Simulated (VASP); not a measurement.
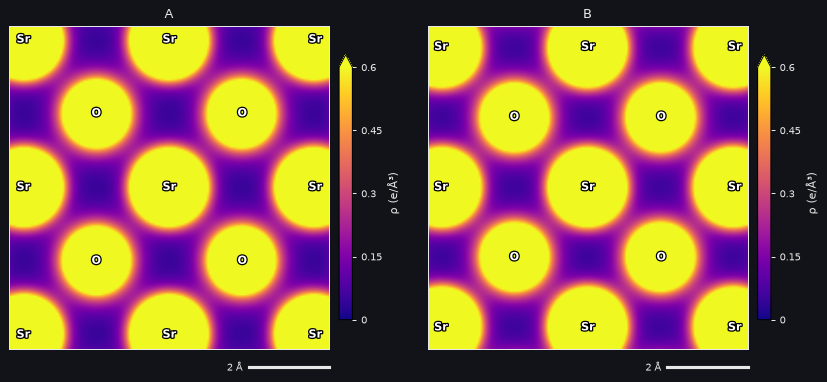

SrO. The valence pseudo-density of two cells that differ in size and shape, on the (011) plane of each (indices in the axes of the calculation cell), at one length scale and on one colour scale; one has 16.3 and the other 17.4 Å³ an atom.

Space group R-3m; started from the rocksalt prototype, which need not be the ambient phase.

All numbers below come from VASP 6.6.1, DFT, PBE, plane waves, PAW.

Core electrons are frozen (PAW), and the valence fields are smoothed inside the atomic spheres.

The larger cell:

```cif
data_structure
_symmetry_space_group_name_H-M 'P 1'
_symmetry_Int_Tables_number 1
_cell_length_a 3.6443
_cell_length_b 3.6443
_cell_length_c 3.6443
_cell_angle_alpha 60.740
_cell_angle_beta 60.740
_cell_angle_gamma 60.740
_cell_volume 34.80
loop_
_atom_site_label
_atom_site_type_symbol
_atom_site_fract_x
_atom_site_fract_y
_atom_site_fract_z
_atom_site_occupancy
Sr1 Sr 0.00000 0.00000 0.00000 1
O1 O 0.50000 0.50000 0.50000 1
```

The smaller cell: a = 3.667 Å, b = 3.667 Å, c = 3.667 Å, α = 57.05°, β = 57.05°, γ = 57.05°.

Which panel shows the smaller cell, and what does the compression change?

Panel B is the smaller cell, by 7 % in volume. From the larger cell to the smaller, Sr–O goes from 2.59 to 2.54 Å, and the density at its midpoint from 0.22 to 0.25 e/Å³; the pressure goes from 1.1 to 8 GPa; the Kohn–Sham gap goes from 3.3 eV to 3.1 eV.
